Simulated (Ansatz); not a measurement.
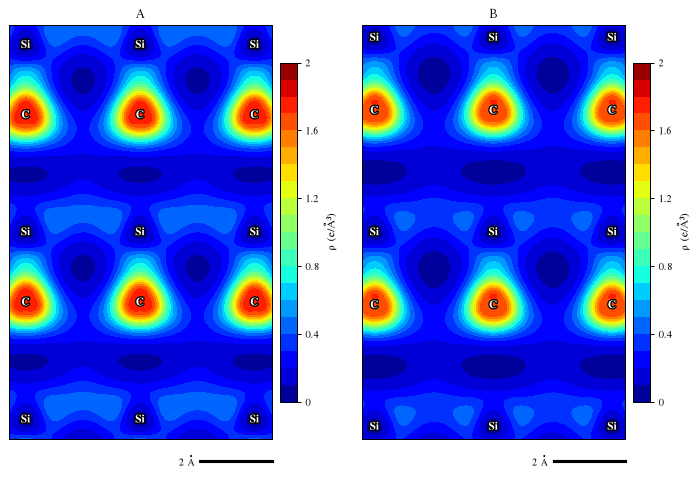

SiC. The valence charge density (pseudo) of two cells that differ in size, on the (010) plane of each (indices in the axes of the calculation cell), at one length scale and on one colour scale; one has 11.8 and the other 13.2 Å³ an atom.

Space group P6₃mc; a structure from a database of computed crystals, not necessarily the ambient phase.

Computed with DFT PBE, scalar-relativistic, plane waves, PAW in Ansatz 0.2.0.

Core electrons are frozen (PAW), and the valence fields are smoothed inside the atomic spheres.

The larger cell:

```
CELL_PARAMETERS angstrom
3.34165 0.00000 0.00000
-1.67082 2.89395 0.00000
0.00000 0.00000 10.93969
ATOMIC_POSITIONS crystal
Si 0.66667 0.33333 0.93784
Si 0.33333 0.66667 0.43784
Si 0.00000 0.00000 0.68790
Si 0.00000 0.00000 0.18790
C 0.66667 0.33333 0.74981
C 0.33333 0.66667 0.24981
C 0.00000 0.00000 0.50045
C 0.00000 0.00000 0.00045
```

The smaller cell: a = 3.218 Å, b = 3.218 Å, c = 10.535 Å, α = 90.00°, β = 90.00°, γ = 120.00°.

### Which panel shows the smaller cell, and what does the compression change?

Panel A is the smaller cell, by 11 % in volume. From the larger cell to the smaller, Si–C goes from 2.05 to 1.97 Å, and the density at its midpoint from 0.7 to 0.78 e/Å³; the pressure goes from −31 to −20 GPa; the Kohn–Sham gap goes from 2.1 eV to 2.2 eV.
